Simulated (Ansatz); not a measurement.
ZnO5

```
CELL_PARAMETERS angstrom
3.13528 0.00000 0.00000
-1.56764 2.71524 0.00000
0.00000 0.00000 10.46171
ATOMIC_POSITIONS crystal
Zn 0.00000 0.00000 0.00000
O 0.66667 0.33333 0.10006
O 0.00000 0.00000 0.38375
O 0.66667 0.33333 0.50000
O 0.00000 0.00000 0.61625
O 0.66667 0.33333 0.89994
```

Space group P-6m2; a structure generated by program, which may or may not match a known phase; spin-polarised.

Computed with Ansatz 0.2.0, DFT PBE, scalar-relativistic, plane waves, PAW.

The density is the valence pseudo-density of a PAW calculation; it isn't the true density close to the nuclei.

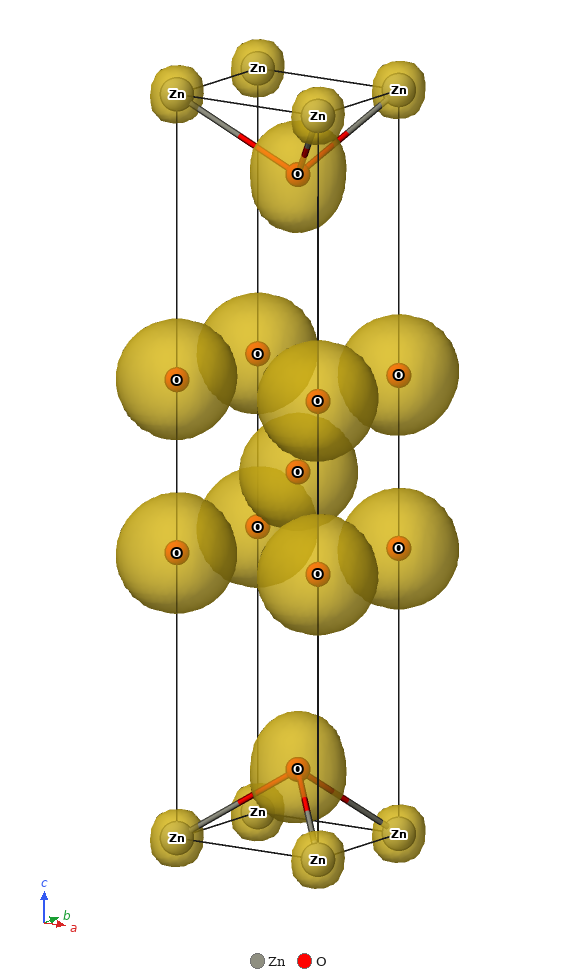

Figure 1. Isosurface of the spin density (up minus down) at +0.15 e/Å³ (yellow), seen slightly off an axis. Sticks mark near contacts.

Q: Which atoms carry the moments, and with what signs?

A: The spin density sits on O: +1.9 μB (×3) and +0.9 μB (×2) in one cell of 6 atoms, with smaller moments on other sites: Zn (up to +0.10 μB): parallel main moments (a ferromagnetic arrangement) in this solution. The cell of the calculation (6 atoms) carries 8.0 μB of net spin moment.

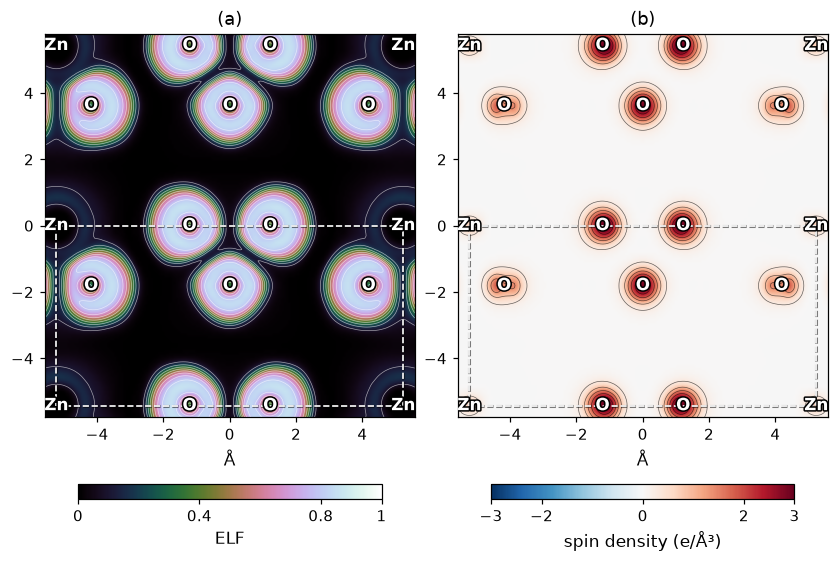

Figure 2. (a) electron localisation function; (b) spin density on the (110) plane of the conventional cell.

Q: Read the bonding off the picture.

A: The section cuts through Zn and O sites.
Zn–O (2.09 Å): the ELF peaks at about 0.80 in the valence shell of O, 0.6 Å from its nucleus, and is about 0.20 at the midpoint: no shared electron pair shows on this line.
The ELF also peaks beside O, away from the bonds: non-bonding electrons, paired or unpaired.

Q: Metal or insulator at this level of theory?

A: It is metallic or semimetallic at this level of theory: no gap opens.

Q: Which way does charge flow, and how much by Bader's partition?

A: Electrons move from Zn towards O. Bader charges: Zn +1.33 and O −0.67 to +0.05 e.
